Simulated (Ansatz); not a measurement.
# Run report: C, geometry relaxation (part 2 of 2)

Continued. System: C (4 atoms in the cell). Method: DFT r2SCAN, scalar-relativistic, plane waves, PAW, no spin polarisation (Ansatz 0.2.0); cutoff 500 eV, 18×18×6 k-mesh, Fermi–Dirac smearing of 0.15 eV. The structure derives from a Materials Project entry. It belongs to a series of runs on one base structure; here: relaxed under r2SCAN.

Geometry of the input (Å; fractional positions):
```
1.2228  -2.1167  0.0000
1.2228  2.1167  0.0000
0.0000  0.0000  6.7225
C  0.0833  0.9167  0.7500
C  0.5833  0.4167  0.2500
C  0.9167  0.0833  0.2500
C  0.4167  0.5833  0.7500
```

### The program's output, continued
```
SCF iter   1: F=—  HF=-1006.671504 eV  |F-HF|=—  |Δ(HF+E_count)|=         —  Δρ=2.09e-4  dr2=2.29e-5  dr2_τ=1.79e-5  ethr=2.00e-7  ⟨swp⟩=2.3  Hψ=33713  notcnv=0
preconditioner: auto → none  [metal: Δε(μ)=0.075 eV  Ē_g=16.602 eV  σ=0.150 eV  W_gap=0.12  n_scr=4 (ndim 8)  ℏωp=24.4 eV  f_vac=0.047  D(μ)=0.06/eV (n_scr^D=0)]
SCF iter   2: F=—  HF=-1006.671570 eV  |F-HF|=—  |Δ(HF+E_count)|=   6.63e-5  Δρ=8.41e-5  dr2=2.48e-6  dr2_τ=1.43e-7  ethr=1.43e-7  ⟨swp⟩=2.0  Hψ=6837  notcnv=0
SCF iter   3: F=—  HF=-1006.671572 eV  |F-HF|=—  |Δ(HF+E_count)|=   1.99e-6  Δρ=2.05e-5  dr2=4.87e-8  dr2_τ=3.17e-9  ethr=1.55e-8  ⟨swp⟩=2.3  Hψ=7290  notcnv=0
SCF iter   4: F=-1006.671572 eV  HF=-1006.671572 eV  |F-HF|=1.52e-9  |Δ(HF+E_count)|=   5.90e-8  Δρ=1.79e-6  dr2=3.89e-10  dr2_τ=1.02e-10  ethr=2.46e-11  ⟨swp⟩=6.1  Hψ=21524  notcnv=0
SCF 7 converged in 4 iterations: F = -1006.671572 eV  dr2 = 3.89e-10
relax step   7: F+E_penalty+E_count = -1006.67157217 eV  Δ(F+E_penalty+E_count) = +5.299e-6 eV  max|allowed force component| = 3.199e-5 eV/Å  Δτ_max = 0.0000 Å  P = +0.008 GPa  Ω = 37.164 Å³  energy of the carried Pulay correction = -1.385e-5 eV  (4 SCF iters, dr2 threshold 3.93e-9 eV, accepted)
Crystal: 4 atoms, lattice volume = 37.171 Å³
iter 1 solved again at ethr=2.88e-9 eV; its pass at ethr=3.10e-3 eV (dr2=4.61e-7 eV) is discarded
SCF iter   1: F=—  HF=-1006.671570 eV  |F-HF|=—  |Δ(HF+E_count)|=         —  Δρ=2.58e-5  dr2=3.49e-7  dr2_τ=2.32e-7  ethr=2.88e-9  ⟨swp⟩=2.1  Hψ=33069  notcnv=0
preconditioner: auto → none  [metal: Δε(μ)=0.006 eV  Ē_g=16.604 eV  σ=0.150 eV  W_gap=0.01  n_scr=4 (ndim 8)  ℏωp=24.4 eV  f_vac=0.047  D(μ)=0.06/eV (n_scr^D=0)]
SCF iter   2: F=—  HF=-1006.671571 eV  |F-HF|=—  |Δ(HF+E_count)|=   7.94e-7  Δρ=9.91e-6  dr2=3.58e-8  dr2_τ=2.04e-9  ethr=2.18e-9  ⟨swp⟩=2.2  Hψ=6827  notcnv=0
SCF iter   3: F=—  HF=-1006.671571 eV  |F-HF|=—  |Δ(HF+E_count)|=   5.90e-9  Δρ=2.41e-6  dr2=6.72e-10  dr2_τ=4.27e-11  ethr=2.24e-10  ⟨swp⟩=2.3  Hψ=7254  notcnv=0
SCF iter   4: F=-1006.671571 eV  HF=-1006.671571 eV  |F-HF|=1.90e-11  |Δ(HF+E_count)|=  8.30e-10  Δρ=2.07e-7  dr2=5.16e-12  dr2_τ=1.37e-12  ethr=1.64e-12  ⟨swp⟩=4.8  Hψ=15315  notcnv=0
SCF 8 converged in 4 iterations: F = -1006.671571 eV  dr2 = 5.16e-12
relax step   8: F+E_penalty+E_count = -1006.67157062 eV  Δ(F+E_penalty+E_count) = +1.549e-6 eV  max|allowed force component| = 1.256e-5 eV/Å  Δτ_max = 0.0000 Å  P = +0.001 GPa  Ω = 37.171 Å³  energy of the carried Pulay correction = -1.552e-5 eV  (4 SCF iters, dr2 threshold 2.63e-10 eV, accepted)
iter 1 solved again at ethr=1.49e-7 eV; its pass at ethr=3.10e-3 eV (dr2=2.38e-5 eV) is discarded
SCF iter   1: F=—  HF=-1006.671584 eV  |F-HF|=—  |Δ(HF+E_count)|=         —  Δρ=2.50e-6  dr2=2.24e-10  dr2_τ=4.29e-10  ethr=1.49e-7  ⟨swp⟩=4.2  Hψ=38092  notcnv=0
eigensolver tolerance schedule: the retry pair's looser diagonalisation over-reported the residual by 106345.26 of it (diagonalisation noise at an unbounded share of the residual, at the tolerance the schedule requests for it); recorded, not acted on — ethr = c·dr2/N_el stays at c = 1.0e-1
preconditioner: auto → none  [metal: Δε(μ)=0.006 eV  Ē_g=16.605 eV  σ=0.150 eV  W_gap=0.01  n_scr=4 (ndim 8)  ℏωp=24.4 eV  f_vac=0.047  D(μ)=0.06/eV (n_scr^D=0)]
SCF iter   2: F=—  HF=-1006.671584 eV  |F-HF|=—  |Δ(HF+E_count)|=   2.48e-7  Δρ=1.23e-6  dr2=5.10e-11  dr2_τ=6.96e-11  ethr=1.40e-12  ⟨swp⟩=3.8  Hψ=10809  notcnv=0
SCF iter   3: F=—  HF=-1006.671584 eV  |F-HF|=—  |Δ(HF+E_count)|=  4.32e-10  Δρ=2.91e-7  dr2=2.91e-12  dr2_τ=2.90e-12  ethr=1.00e-12  ⟨swp⟩=3.0  Hψ=7114  notcnv=0
SCF iter   4: F=-1006.671584 eV  HF=-1006.671584 eV  |F-HF|=2.27e-13  |Δ(HF+E_count)|=  2.64e-11  Δρ=2.14e-8  dr2=1.29e-13  dr2_τ=2.10e-14  ethr=1.00e-12  ⟨swp⟩=5.6  Hψ=19465  notcnv=0
SCF 9 converged in 4 iterations: F = -1006.671584 eV  dr2 = 1.29e-13
relax step   9: F+E_penalty+E_count = -1006.67158380 eV  Δ(F+E_penalty+E_count) = -1.319e-5 eV  max|allowed force component| = 1.279e-5 eV/Å  Δτ_max = 0.0000 Å  P = +0.000 GPa  Ω = 37.171 Å³  stress off target by 3.73e-4 GPa  SCF on the basis re-selected at this cell (its energy is not comparable with the rows above)  (4 SCF iters)
```

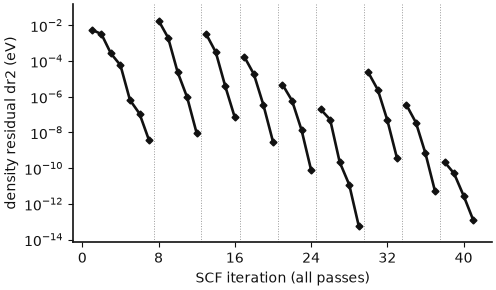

*Convergence of the self-consistent field: density residual dr2 against the SCF iteration. The dotted lines part the SCF passes of the relaxation: geometry steps, rejected trials and re-solves on a re-selected basis.*

The 9 passes take 4 to 7 iterations each, 41 in all.

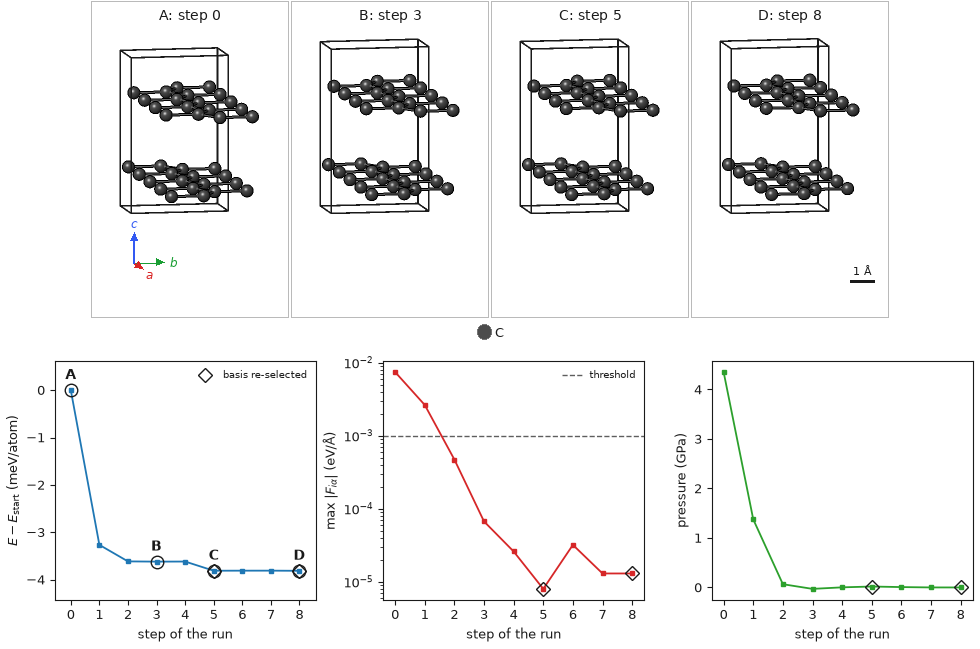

*Frames of the relaxation (ball-and-stick view of the cell 2 times as large as that of the calculation, set on its symmetry axes, repeated 4 × 1 × 1, seen slightly off an axis) above the curves, on which the letters mark them (the first geometry is step 0 here and step 1 in the log).*

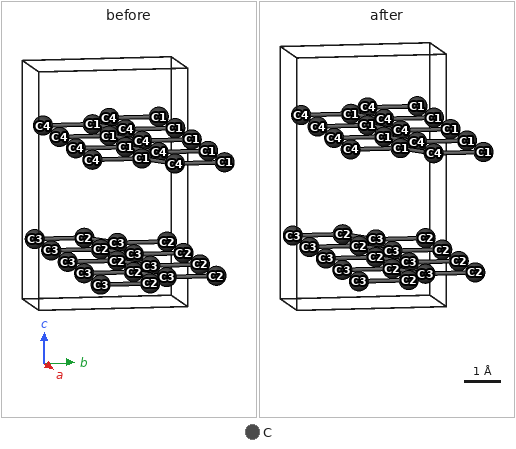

*Before (left) and after (right) the relaxation, at one scale (ball-and-stick view of the cell 2 times as large as that of the calculation, set on its symmetry axes, repeated 4 × 1 × 1, seen slightly off an axis).*

The atoms keep their places relative to the cell (all moves are under 0.005 Å). Cell: a 2.446 → 2.456 Å (+0.4 %), b 4.233 → 4.253 Å (+0.5 %), c 6.723 → 7.117 Å (+5.9 %). Volume +6.8 %. Among the contacts that change: C1–C4 1.411 → 1.418 Å. The space group stays Fmmm (No. 69). Over 6 geometry steps the energy falls by 3.8 meV per atom. Largest force component: 0.0074 eV/Å at the start, under 0.0001 eV/Å at the end. The pressure goes from 4.35 to 0.00 GPa. 1 further SCF at an unchanged geometry re-selected the plane-wave basis for the new cell. The energy change given includes the shifts at the re-selections in mid-walk, which come without any move. A last SCF at the same geometry on a re-selected plane-wave basis shifts the energy by next to nothing (0.0 meV per atom). (Atoms are counted from 1 in the order of the input.)

```
basis re-selected at this cell: Δ(F+E_penalty+E_count) = -1.319e-5 eV, ΔP = -0.000 GPa vs the last step (what re-selecting the basis moved, of the pressure what is left beyond the Pulay correction that the steps carried, after the strain that the cell walked since its last selection, with what the two solves' SCF thresholds leave and, on support functions, any second-order correction that the steps lacked; it is no measure of the basis error at this ecutwfc). This SCF's stress stands 3.73e-4 GPa from its target on what of the cell is left free (relax.cell.stress_tol is 1.00e-2 GPa) and its largest allowed force component is 1.28e-5 eV/Å (relax.f_tol is 1.00e-3 eV/Å): within both
SCF converged after 4 iterations
Free energy (F): -1006.671584 eV
Harris-Foulkes:  -1006.671584 eV  (|F-HF|=2.27e-13)
Internal energy: -1006.666828 eV  (E = F + TS)
E sigma→0 (E₀):  -1006.669206 eV
Entropy (-TS):   -0.004756 eV (-1.189 meV/atom)
Fermi energy:    6.394343 eV
--- Per-component energies (eV) ---
  E_band       = -54.087079
  E_kinetic    = 363.467321
  E_local      = -674.580119  (includes V_loc(G=0)·N_el)
  E_nonlocal   = 107.801080
  E_hartree    = 211.594675
  E_xc         = -188.850059
  E_vxc        = -261.612907  (∫ρ·V_xc dr)
  E_paw        = -403.516071  (= ΣΔE_a)
  E_vpaw       = -27.015505  (= ΣTr[D̂ρ^β])
  E_aug_tail   = 0.000021  (compensation charges beyond the density's cutoff)
  E_vtau       = 14.663671  (kinetic-family band-sum trace: ∫τ·v_τ [+ j·A + Jᵃ·Aᵃ] dr)
  E_ewald      = -422.484582
  E_core_change = -0.099095  (= ΣΔE_core)
  E_smearing   = -0.004756  (= −TS)
  E_closure    = 0.000000  (closes the sum)
  Σ components = -1006.671584   (vs F -1006.671584, Δ=0.00e0)
--- Forces (eV/Å), atoms counted from 1 ---
  atom   1  C      0.00000000    -0.00001279     0.00000000
  atom   2  C      0.00000000    -0.00001279     0.00000000
  atom   3  C     -0.00000000     0.00001279    -0.00000000
  atom   4  C     -0.00000000     0.00001279    -0.00000000
  max |Σ_I F_I| component: 1.67e-16 eV/Å
--- Stress (GPa, compression-positive) ---
        0.000286      -0.000000       0.000000
       -0.000000       0.000168      -0.000000
        0.000000      -0.000000       0.000373
  P = ⅓ Tr σ = 0.0003 GPa (0.003 kbar)
--- Band table (eV; the first three rows and the last of 364) ---
  k-point 0: bands = ["-14.5518", "-14.3670", "-2.4393", "-0.9556", "3.1413", "3.1497", "3.1564", "3.1615", "10.3127", "15.1204", "15.1481", "15.1691"]
  k-point 1: bands = ["-14.5399", "-14.3799", "-2.3536", "-1.0733", "3.1426", "3.1502", "3.1560", "3.1602", "10.6037", "15.1247", "15.1494", "15.1677"]
  k-point 2: bands = ["-14.5070", "-14.4147", "-2.1117", "-1.3777", "3.1463", "3.1514", "3.1547", "3.1564", "11.4222", "14.0625", "15.1364", "15.1531"]
  k-point 363: bands = ["-8.9335", "-8.9335", "-7.7064", "-7.7064", "-0.4584", "-0.4584", "3.8595", "3.8595", "8.1602", "8.1602", "14.1501", "14.1501"]
--- Relaxed structure (7 steps of the walk, 7 accepted, 2 SCFs on fresh bases) ---
  F+E_penalty+E_count = -1006.67158380 eV   max|allowed force component| = 1.279e-5 eV/Å   (the final SCF, on the basis selected at the relaxed cell)
  cell:  # Å, volume = 37.1715 Å³
    - [1.22813027057013, -2.1265078747248247, -7.429779199913733e-18]
    - [1.22813027057013, 2.1265078747248247, 7.429779199913733e-18]
    - [-3.8215495873999655e-33, 2.3596175998451198e-17, 7.116535070885721]
  atoms:
    - { symbol: C, position: [0.08333063265887608, 0.9166693673411239, 0.7500000000000001] }
    - { symbol: C, position: [0.5833306326588762, 0.4166693673411238, 0.25000000000000006] }
    - { symbol: C, position: [0.9166693673411239, 0.08333063265887608, 0.25000000000000006] }
    - { symbol: C, position: [0.4166693673411238, 0.5833306326588762, 0.7500000000000001] }
```

### Trajectory as extended XYZ (Å, eV, eV/Å), 9 frames, from step=1 to step=9
```
4
Lattice="1.2228 -2.1167 0.0000 1.2228 2.1167 0.0000 0.0000 0.0000 6.7225" Properties=species:S:1:pos:R:3:forces:R:3 step=1 energy=-1006.65633 pressure_GPa=4.35
C     1.2228    1.7640    5.0419    0.0000  -0.0074   0.0000
C     1.2228   -0.3527    1.6806    0.0000  -0.0074   0.0000
C     1.2228   -1.7640    1.6806    0.0000   0.0074   0.0000
C     1.2228    0.3527    5.0419    0.0000   0.0074   0.0000
4
Lattice="1.2264 -2.1230 0.0000 1.2264 2.1230 0.0000 0.0000 0.0000 6.9681" Properties=species:S:1:pos:R:3:forces:R:3 step=2 energy=-1006.66940 pressure_GPa=1.38
C     1.2264    1.7693    5.2261    0.0000  -0.0026   0.0000
C     1.2264   -0.3538    1.7420    0.0000  -0.0026   0.0000
C     1.2264   -1.7693    1.7420    0.0000   0.0026   0.0000
C     1.2264    0.3538    5.2261    0.0000   0.0026   0.0000
4
Lattice="1.2281 -2.1264 0.0000 1.2281 2.1264 0.0000 0.0000 0.0000 7.0664" Properties=species:S:1:pos:R:3:forces:R:3 step=3 energy=-1006.67079 pressure_GPa=0.07
C     1.2281    1.7720    5.2998    0.0000  -0.0005   0.0000
C     1.2281   -0.3544    1.7666    0.0000  -0.0005   0.0000
C     1.2281   -1.7720    1.7666    0.0000   0.0005   0.0000
C     1.2281    0.3544    5.2998    0.0000   0.0005   0.0000
4
Lattice="1.2282 -2.1266 0.0000 1.2282 2.1266 0.0000 0.0000 0.0000 7.0966" Properties=species:S:1:pos:R:3:forces:R:3 step=4 energy=-1006.67081 pressure_GPa=-0.03
C     1.2282    1.7722    5.3224    0.0000   0.0001   0.0000
C     1.2282   -0.3544    1.7741    0.0000   0.0001   0.0000
C     1.2282   -1.7722    1.7741    0.0000  -0.0001   0.0000
C     1.2282    0.3544    5.3224    0.0000  -0.0001   0.0000
4
Lattice="1.2281 -2.1265 0.0000 1.2281 2.1265 0.0000 0.0000 0.0000 7.1033" Properties=species:S:1:pos:R:3:forces:R:3 step=5 energy=-1006.67080 pressure_GPa=0.00
C     1.2281    1.7721    5.3275    0.0000   0.0000   0.0000
C     1.2281   -0.3544    1.7758    0.0000   0.0000   0.0000
C     1.2281   -1.7721    1.7758    0.0000   0.0000   0.0000
C     1.2281    0.3544    5.3275    0.0000   0.0000   0.0000
4
Lattice="1.2281 -2.1265 0.0000 1.2281 2.1265 0.0000 0.0000 0.0000 7.1033" Properties=species:S:1:pos:R:3:forces:R:3 step=6 energy=-1006.67158 pressure_GPa=0.02
C     1.2281    1.7721    5.3275    0.0000   0.0000   0.0000
C     1.2281   -0.3544    1.7758    0.0000   0.0000   0.0000
C     1.2281   -1.7721    1.7758    0.0000   0.0000   0.0000
C     1.2281    0.3544    5.3275    0.0000   0.0000   0.0000
4
Lattice="1.2281 -2.1265 0.0000 1.2281 2.1265 0.0000 0.0000 0.0000 7.1153" Properties=species:S:1:pos:R:3:forces:R:3 step=7 energy=-1006.67157 pressure_GPa=0.01
C     1.2281    1.7721    5.3365    0.0000   0.0000   0.0000
C     1.2281   -0.3544    1.7788    0.0000   0.0000   0.0000
C     1.2281   -1.7721    1.7788    0.0000   0.0000   0.0000
C     1.2281    0.3544    5.3365    0.0000   0.0000   0.0000
4
Lattice="1.2281 -2.1265 0.0000 1.2281 2.1265 0.0000 0.0000 0.0000 7.1165" Properties=species:S:1:pos:R:3:forces:R:3 step=8 energy=-1006.67157 pressure_GPa=0.00
C     1.2281    1.7721    5.3374    0.0000   0.0000   0.0000
C     1.2281   -0.3544    1.7791    0.0000   0.0000   0.0000
C     1.2281   -1.7721    1.7791    0.0000   0.0000   0.0000
C     1.2281    0.3544    5.3374    0.0000   0.0000   0.0000
4
Lattice="1.2281 -2.1265 0.0000 1.2281 2.1265 0.0000 0.0000 0.0000 7.1165" Properties=species:S:1:pos:R:3:forces:R:3 step=9 energy=-1006.67158 pressure_GPa=0.00
C     1.2281    1.7721    5.3374    0.0000   0.0000   0.0000
C     1.2281   -0.3544    1.7791    0.0000   0.0000   0.0000
C     1.2281   -1.7721    1.7791    0.0000   0.0000   0.0000
C     1.2281    0.3544    5.3374    0.0000   0.0000   0.0000
```
